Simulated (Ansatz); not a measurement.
# Ta (Im-3m): cell relaxations under several functionals, by script

The task is cell relaxations under several functionals, for Ta (Im-3m).

All numbers are computed with Ansatz 0.2.0 through its Python package. The levels of theory stand in the script.

## 1. The structure

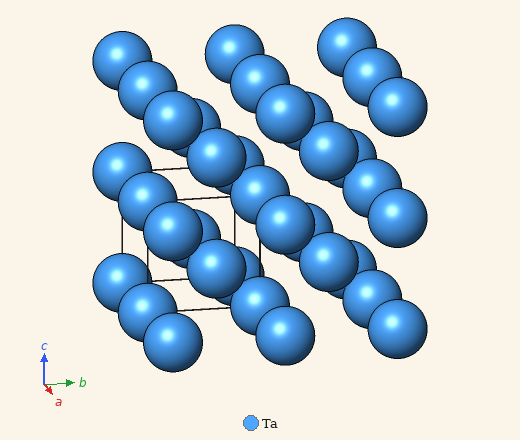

The structure that the script starts from, seen slightly off an axis (tantalum blue). 2×2×2 cells are drawn. The cell is the conventional one. Atoms on cell faces are repeated.

The script holds or builds the structure itself.

## 2. The script

Input file run_lattice.py:

```python
"""How the lattice of Ta depends on the functional."""

import warnings

import ansatz as az
import numpy as np

OCCUPATIONS = "Fermi-Dirac"
SIGMA = 0.15
KMESH = (13, 13, 13)

def edges_and_angles(cell):
    cell = np.asarray(cell)
    a, b, c = np.linalg.norm(cell, axis=1)
    cosines = cell[1] @ cell[2] / (b * c), cell[0] @ cell[2] / (a * c), cell[0] @ cell[1] / (a * b)
    return (a, b, c, *np.degrees(np.arccos(cosines)))

warnings.simplefilter("ignore", az.DeckWarning)

vectors = np.array([
    [-1.65128, 1.65128, 1.65128],
    [1.65128, -1.65128, 1.65128],
    [1.65128, 1.65128, -1.65128],
])
system = az.Lattice.of(vectors).atom("Ta", (0.0, 0.0, 0.0))

base = (
    system.calculation()
    .occupations(OCCUPATIONS, width=SIGMA)
    .kpoints(*KMESH)
    .relax(cell=True, max_steps=100)
)

levels = [("rpbe", "none"), ("pbe", "d4"), ("revpbe", "d3bj")]
print("level            a       b       c    alpha   beta  gamma  V/atom  steps")
for name, dispersion in levels:
    seen = []
    run = base.functional(name, dispersion=dispersion).session().plan()
    out = run.execute(on_event=lambda e: seen.append(e) if e["event"] == "relax_step" else None)
    cell = out.lattice.cell_ang
    label = name if dispersion == "none" else f"{name}+{dispersion}"
    print("{:13s} {:7.4f} {:7.4f} {:7.4f} {:6.2f} {:6.2f} {:6.2f}".format(label, *edges_and_angles(cell)), f"{abs(np.linalg.det(cell)) / len(out.lattice.sites):7.3f} {len(seen):5d}")
```

## 3. Launch

On the command line:

```
$ python run_lattice.py
```

The program printed:

```text
level            a       b       c    alpha   beta  gamma  V/atom  steps
rpbe           2.8942  2.8942  2.8942 109.47 109.47 109.47  18.662     5
pbe+d4         2.8638  2.8638  2.8638 109.47 109.47 109.47  18.080     4
revpbe+d3bj    2.8376  2.8376  2.8376 109.47 109.47 109.47  17.590     5
```

Wall time 11 s (1 thread of Arm Neoverse V2, shared host); peak memory 0.37 GiB.

## 4. What each run gave

One row for each of the 3 runs:

```tsv
run	functional	dispersion	energy (eV/atom)	final volume (Å³/atom)	pressure (GPa)	SCF cycles in all	CPU time (s)
1	rpbe	none	-9944.8551	18.66	-0.03	25	3.5
2	pbe	d4	-9932.6170	18.08	-0.01	19	3.3
3	revpbe	d3bj	-9942.4084	17.59	-0.02	22	3.2
```

Energies are free energies F = E - TS of the smeared occupations. Totals hang on method, basis and potentials, so only like runs compare.

## 5. How the relaxation of run 1 went

Relaxation path:

| step | energy from step 1 (eV/cell) | largest force component (eV/Å) | pressure (GPa) | volume (Å³) |
| --- | --- | --- | --- | --- |
| 1 | 0.0000 | 0.0000 | 7.06 | 18.01 |
| 2 | 0.0919 | 0.0000 | -15.58 | 20.64 |
| 3 | -0.0133 | 0.0000 | -0.98 | 18.76 |
| 4 | -0.0136 | 0.0000 | -0.05 | 18.66 |
| 5 | -0.0139 | 0.0000 | -0.03 | 18.66 |

Step 1 is the start. Step 5 repeats the geometry before it on a plane-wave basis chosen anew for that cell, so its energy need not be comparable with the rows above. Step 2 was tried and not accepted.

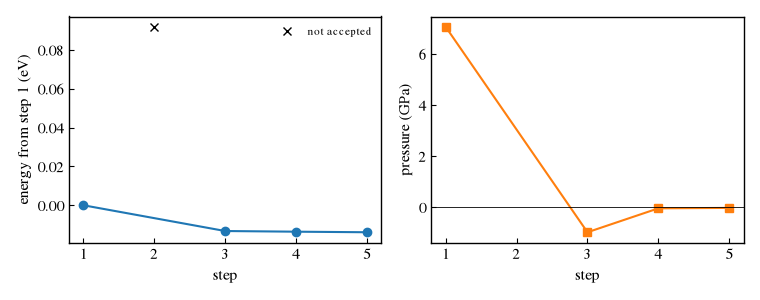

Energy and pressure along the relaxation.

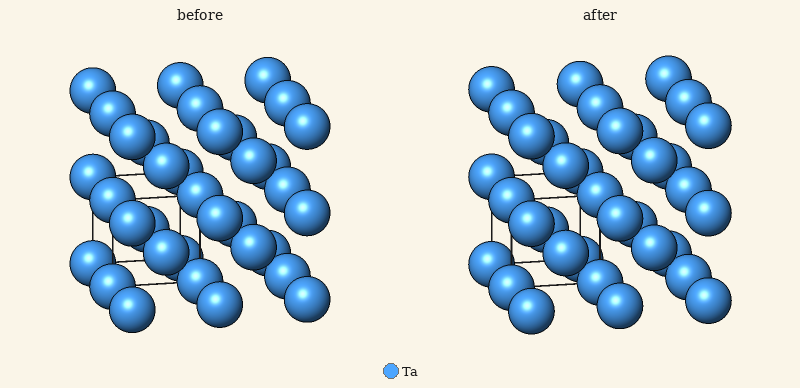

The structure before (left) and after (right) the relaxation, drawn at the same scale. The change is too small to see at this scale.

Lengths and angles in the start's conventional setting:

|  | before | after | change |
| --- | --- | --- | --- |
| a (Å) | 3.303 | 3.342 | +1.2 % |
| b (Å) | 3.303 | 3.342 | +1.2 % |
| c (Å) | 3.303 | 3.342 | +1.2 % |
| volume (Å³/atom) | 18.01 | 18.66 | +3.6 % |
| shortest distance (Å) | 2.860 | 2.894 | +1.2 % |
| space group (0.01 Å) | Im-3m | Im-3m | same |

Forces and stress were held to the start's 48 operations: a distortion of lower symmetry was not tested.

## 6. The relaxation of run 3, step by step

Step by step:

| step | energy from step 1 (eV/cell) | largest force component (eV/Å) | pressure (GPa) | volume (Å³) |
| --- | --- | --- | --- | --- |
| 1 | 0.0000 | 0.0000 | -4.73 | 18.01 |
| 2 | 0.0533 | 0.0000 | 16.84 | 16.38 |
| 3 | -0.0064 | 0.0000 | -0.43 | 17.63 |
| 4 | -0.0065 | 0.0000 | -0.01 | 17.59 |
| 5 | -0.0064 | 0.0000 | -0.02 | 17.59 |

Step 1 is the start. Step 5 repeats the geometry before it on a plane-wave basis chosen anew for that cell, so its energy need not be comparable with the rows above. Step 2 was tried and not accepted.

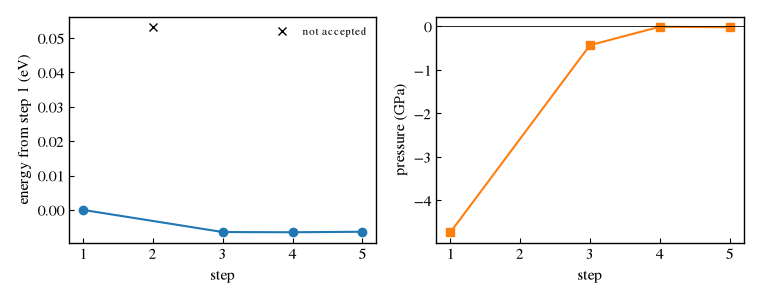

Energy and pressure along the relaxation.

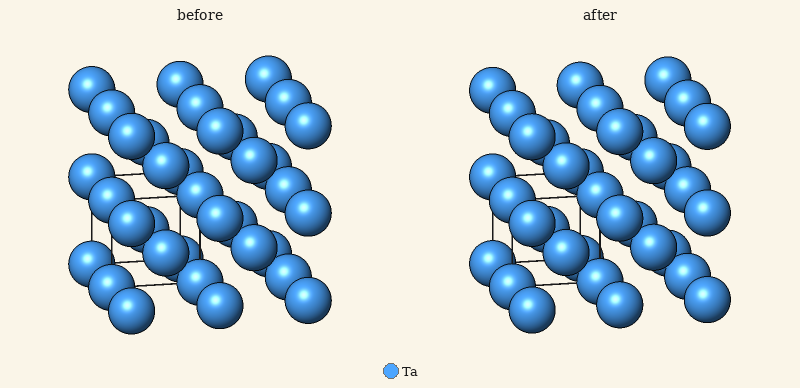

The structure before (left) and after (right) the relaxation, drawn at the same scale. The change is too small to see at this scale.

Lengths and angles in the start's conventional setting:

|  | before | after | change |
| --- | --- | --- | --- |
| a (Å) | 3.303 | 3.277 | -0.8 % |
| b (Å) | 3.303 | 3.277 | -0.8 % |
| c (Å) | 3.303 | 3.277 | -0.8 % |
| volume (Å³/atom) | 18.01 | 17.59 | -2.3 % |
| shortest distance (Å) | 2.860 | 2.838 | -0.8 % |
| space group (0.01 Å) | Im-3m | Im-3m | same |

Forces and stress were held to the start's 48 operations: a distortion of lower symmetry was not tested.

## 7. What came out

| quantity | value |
| --- | --- |
| runs compared | 3 |
| relaxed volume | 17.59 (revpbe d3bj) to 18.66 Å³/atom (rpbe) |

From smallest to largest: revPBE+D3BJ (17.59 Å³ an atom, -2.3 % against the start), PBE+D4 (18.08 Å³ an atom, +0.4 % against the start) and RPBE (18.66 Å³ an atom, +3.6 % against the start). The spread is 6.1 % in volume. In run 1, the volume grew by 3.6 % over 2 moves, and the space group stayed Im-3m. In run 3, the volume shrank by 2.3 % over 2 moves, and the space group stayed Im-3m. The run is spin-unpolarised. The mesh is modest for a metal, so energies can be off by several to tens of meV an atom and pressures by half a GPa or more; differences at equal mesh fare better. Edges and angles that the script prints are those of the cell as typed, here a primitive one. Spin-orbit coupling, which matters for elements this heavy, is left out.
